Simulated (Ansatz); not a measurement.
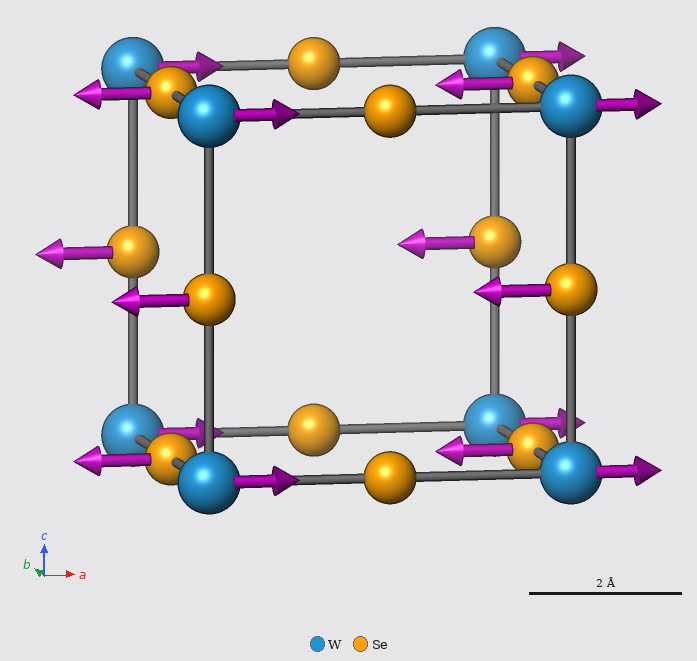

The lowest optical mode of crystalline WSe$_{3}$ (a generated structure), space group Pm-3m (No. 221), at the zone centre. Displacements are drawn as purple arrows; their common scale and sign are arbitrary. Style: ball-and-stick. Shown: the cell of the calculation, slightly off an axis.

These are results of Ansatz 0.2.0, DFT PBEsol, scalar-relativistic, plane waves, PAW, not measurements. Settings: plane-wave cutoff 420 eV; k-point mesh 10 × 10 × 10; occupations fermi dirac; smearing width 0.15 eV; no spin polarisation.

The frequencies depend somewhat on the k-mesh and the smearing.

### Is this crystal at a minimum with respect to the drawn distortion?

No. This is the T₁u mode (triply degenerate; one member of the set is drawn) at 42i cm⁻¹, the lowest optical level, infrared-active by symmetry. All motion is along a; it mainly bends the Se–W bonds; the kinetic energy is shared as Se 54 %, W 46 %. The crystal is a metal, so free carriers screen the infrared response. The frequency is imaginary, so the structure is unstable against this distortion. Freezing in the drawn pattern lowers the space group from Pm-3m to P4mm (No. 99).
